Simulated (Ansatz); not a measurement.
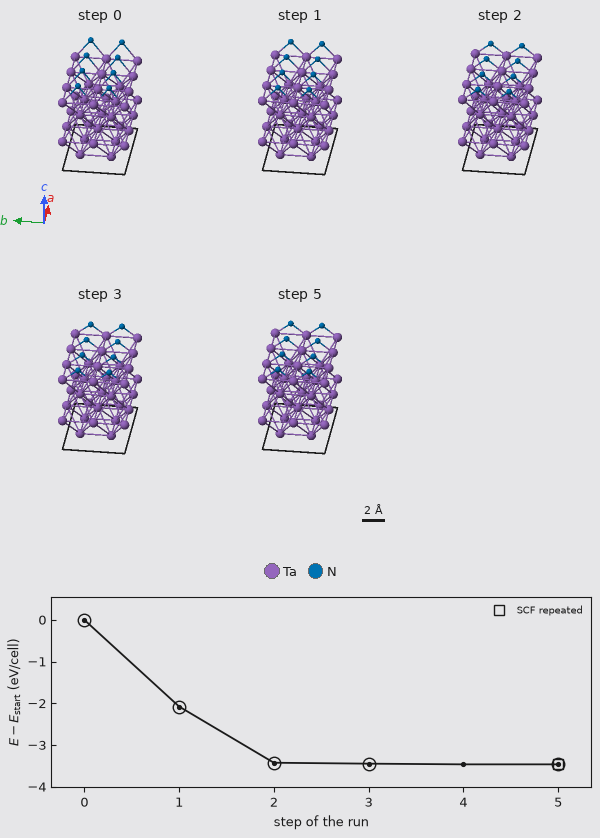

Frames of a constrained relaxation of a slab of composition Ta$_{4}$N, marked on the history of the run. The picture is a ball-and-stick view of the 3 × 2 repeat of the cell, outlined in the plane, without the vacuum, seen from a free direction.

2 atoms are held fixed.

Method: DFT PBEsol, scalar-relativistic, plane waves, PAW; settings changed in Ansatz.

Input file:
```yaml
crystal:
  lattice:
    - [2.9525883348, 0.0, 0.0]
    - [0.0, 2.9525883348, 0.0]
    - [0.0, 0.0, 25.2633857008]
  atoms:
    - { symbol: Ta, position: [0.5, 0.5, 0.3364552994] }
    - { symbol: Ta, position: [0.0, 0.0, 0.4190964489] }
    - { symbol: Ta, position: [0.5, 0.5, 0.5065613038] }
    - { symbol: Ta, position: [0.0, 0.0, 0.585864131] }
    - { symbol: "N", position: [0.0, 0.5, 0.6618634457] }
basis:
  ecutwfc: 420
kpoints:
  mp_grid: { grid: [10, 10, 1] }
hamiltonian:
  xc: pbesol
scf:
  occupations: { method: gaussian, width: 0.1 }
  algorithm: direct_min
output:
  forces: true
  eigenvalues: true
relax:
  adjacent_minimum: "off"
  f_tol: 0.03
  max_steps: 70
  constraints: [{ sites: [0, 1] }]
efield:
  axis: 3
  dipole_correction: true
  ramp_width: 0.04
```

Launched with:
```bash
ansatz run input.yaml --threads 2 --pin off --max-ram 5120MiB --backend cpu --events-out ev --progress --plain --runs-dir out
```

Question: Describe the path.

Answer: The energy falls by 3.463 eV per cell of the calculation in 4 accepted moves (5 points after the start). Largest force component: 5.4 eV/Å at the start, 0.023 eV/Å at the end. 1 step only repeated the SCF at the same geometry. N5 moves most: 0.48 Å along the normal (−c). Largest moves by element: N 0.48 Å, Ta 0.29 Å. The cell stays as it was. Some distances before and after: Ta4–N5 2.422 → 1.872 Å, Ta3–Ta4 2.894 → 3.089 Å, Ta2–Ta3 3.040 → 3.050 Å. Among the angles between lasting bonds that change: Ta4–N5–Ta4 75.1° → 104.1°. From step 0 to 1: Ta4 moves most (0.20 Å), energy −2.077 eV per cell of the calculation. From step 1 to 2: N5 moves most (0.20 Å), energy −1.347 eV per cell of the calculation. From step 2 to 3: N5 moves most (0.19 Å), energy −22.3 meV per cell of the calculation. From step 3 to 5: N5 moves most (0.09 Å), energy −16.4 meV per cell of the calculation.

```tsv
step	E − E(0), meV/atom	largest force component, eV/Å	note
0	0.00	5.3889	
1	-415.33	5.5570	
2	-684.80	1.3338	
3	-689.25	0.6366	
4	-692.54	0.0227	
5	-692.54	0.0228	same geometry, SCF repeated
```

Limits of the set-up: the cell has an odd number of electrons but was run without spin polarisation.
